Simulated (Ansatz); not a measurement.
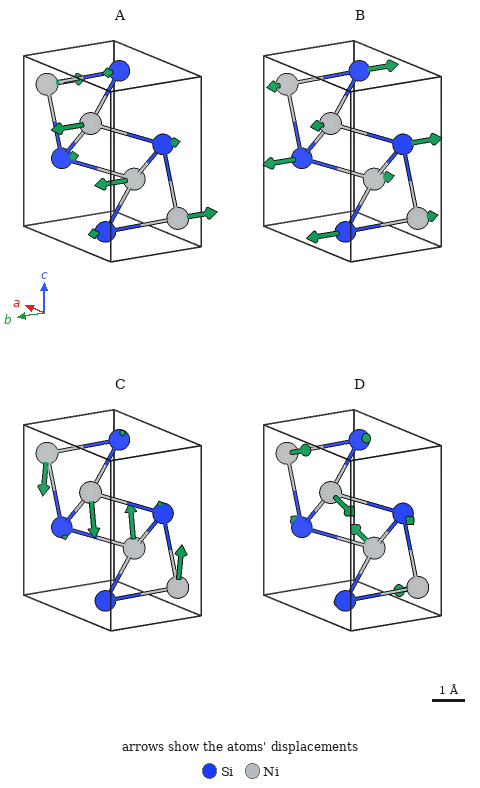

Four optical modes of crystalline SiNi at the zone centre, in no order. The green arrows are the displacements of the atoms (eigenvector over the root of the mass), of arbitrary overall length and sign. Style: ball-and-stick. Shown: the cell of the calculation, from a free direction.

Level of theory: DFT PBEsol, scalar-relativistic, plane waves, PAW (Ansatz 0.2.0). (plane-wave cutoff 420 eV; k-point mesh 8 × 12 × 8; occupations gaussian; smearing width 0.15 eV; no spin polarisation)

### Order them from the lowest to the highest frequency (imaginary ones first).

A (174 cm⁻¹), D (207 cm⁻¹), C (264 cm⁻¹), B (355 cm⁻¹). A, A_u: All motion is along b; atoms of one kind move against one another, with no net shift of any sublattice; the kinetic energy is shared as Ni 95 %, Si 5 %. D, A_g: Atoms of one kind move against one another, with no net shift of any sublattice; the kinetic energy is shared as Ni 95 %, Si 5 %. C, B₂g: Atoms of one kind move against one another, with no net shift of any sublattice; the kinetic energy is shared as Ni 99 %, Si 1 %. B, B₁g: All motion is along b; atoms of one kind move against one another, with no net shift of any sublattice; the kinetic energy is shared as Si 74 %, Ni 26 %. The crystal is metallic in this run.

Limits of the set-up: an element that often carries a moment was run without spin polarisation.
